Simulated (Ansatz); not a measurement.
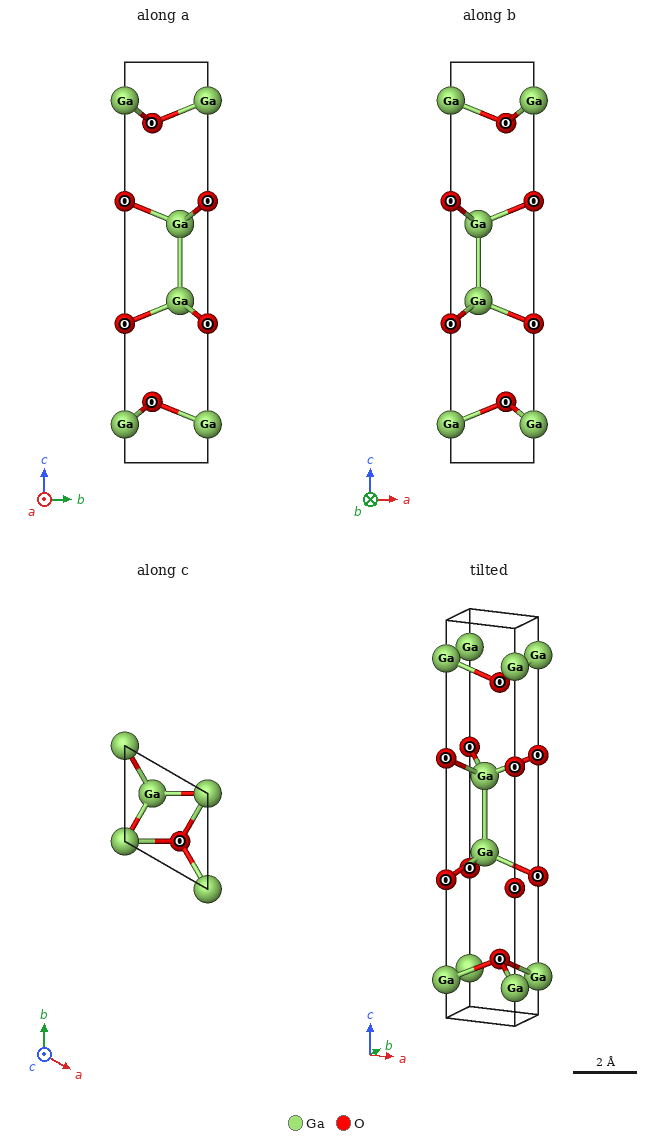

Structure drawing (ball-and-stick), viewed along the a axis, along the b axis, along the c axis and slightly off an axis. Thin lines show the conventional unit cell, with boundary atoms drawn in all their periodic places.

Lattice parameters: a = 3.0847 Å, b = 3.0847 Å, c = 12.9272 Å, α = 90.000°, β = 90.000°, γ = 120.000°.

> Write down what is shown as a CIF with its space group and independent sites, with free fractional coordinates to two decimals.

```cif
data_structure
_symmetry_space_group_name_H-M 'P -6 m 2'
_symmetry_Int_Tables_number 187
_cell_length_a 3.0847
_cell_length_b 3.0847
_cell_length_c 12.9272
_cell_angle_alpha 90.000
_cell_angle_beta 90.000
_cell_angle_gamma 120.000
_cell_volume 106.53
loop_
_atom_site_label
_atom_site_type_symbol
_atom_site_symmetry_multiplicity
_atom_site_Wyckoff_symbol
_atom_site_fract_x
_atom_site_fract_y
_atom_site_fract_z
_atom_site_occupancy
Ga1 Ga 2 h 0.3333 0.6667 0.40 1
Ga2 Ga 2 g 0.00 0.00 0.10 1
O1 O 2 i 0.6667 0.3333 0.15 1
O2 O 2 g 0.00 0.00 0.35 1
```

Its origin is a structure type filled with these elements by a generator (whether the compound takes this form wasn't checked). It was relaxed with DFT PBE, scalar-relativistic, plane waves, PAW in Ansatz 0.2.0 under a constraint or pressure on the cell, so some stress remains.
